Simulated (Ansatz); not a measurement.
Geometry optimisation.

Program: Ansatz.

```
crystal:
  lattice:
    - [3.54, 0.0, 0.0]
    - [-1.77, 3.0657299294, 0.0]
    - [0.0, 0.0, 5.5578]
  atoms:
    - { symbol: Tm, position: [0.3333333333, 0.6666666667, 0.75], spin: 2.0 }
    - { symbol: Tm, position: [0.6666666667, 0.3333333333, 0.25], spin: 2.0 }
basis:
  ecutwfc: 420
  ecutrho_ratio: 4
kpoints:
  mp_grid: { grid: [14, 14, 8] }
hamiltonian:
  xc: lda
scf:
  occupations: { method: gaussian, width: 0.05 }
output:
  forces: true
  stress: true
  eigenvalues: true
  populations: true
magnetization:
  spin_polarized: true
relax:
  f_tol: 0.01
  max_steps: 60
  cell: { stress_tol: 0.15 }
```

How does the optimisation go?

Answer. The optimisation met its thresholds at geometry 4, counting the start as the first. The energy fell by about 18 meV/atom from the first step to the last. All forces vanish by symmetry, so only the cell moves. The volume shrinks from 30.2 to 28.3 Å³ per atom (−6 %), as the pressure goes from −1.5 GPa to about 0 GPa.

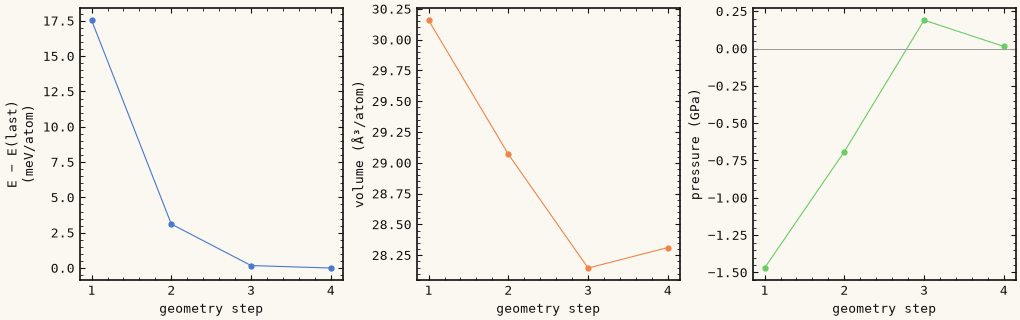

History of the run, step by step. Atoms and cell relax. A closing SCF on a freshly chosen basis isn't drawn.

The electronic state followed here needn't be the lowest one.
